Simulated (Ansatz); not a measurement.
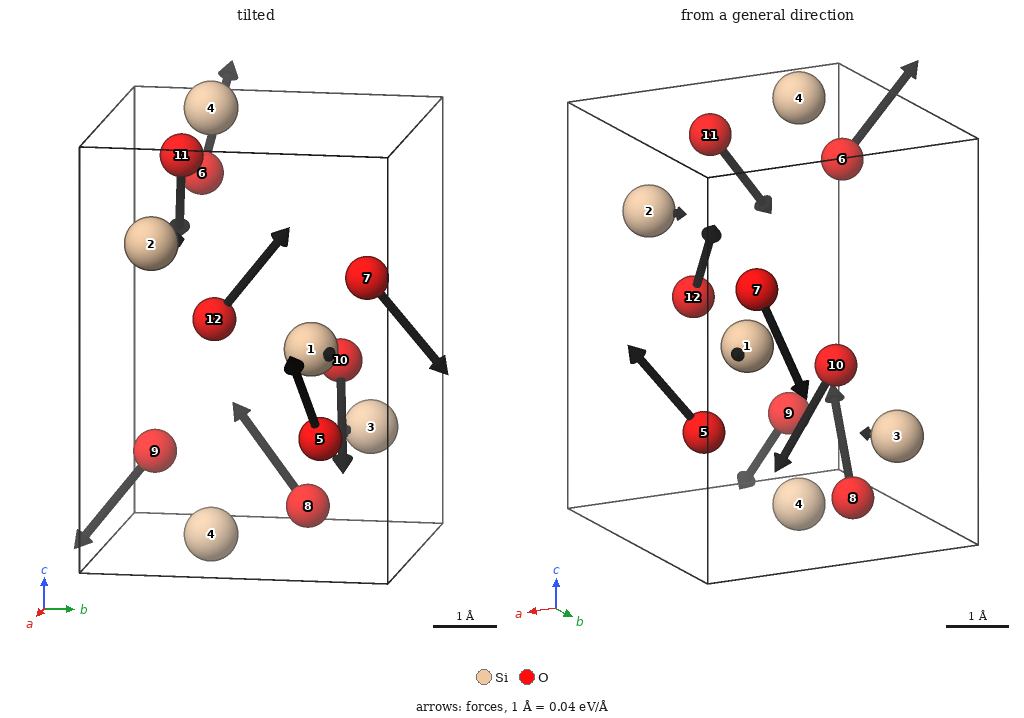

The image is a spheres-only drawing of a crystal, viewed slightly off an axis and from a general direction. The parallelepiped is the simulation cell. The arrows are the computed forces on the atoms.

System: SiO₂. Setup: Ansatz, DFT, PBE0, plane waves, PAW; wavefunction cutoff 420 eV, a 4×4×2 mesh of k-points, no spin polarisation.

### Judging by the arrows, is the geometry relaxed?

No. The atoms still feel forces of up to about 0.069 eV/Å, above a usual threshold of 0.01 to 0.03 eV/Å.

The model was built from a structure listed in the Materials Project. Earlier steps of the study, as a rule a relaxation of our own, may have changed the cell and positions, so they can lie some per cent off the listed ones. It went into a calculation with Ansatz.
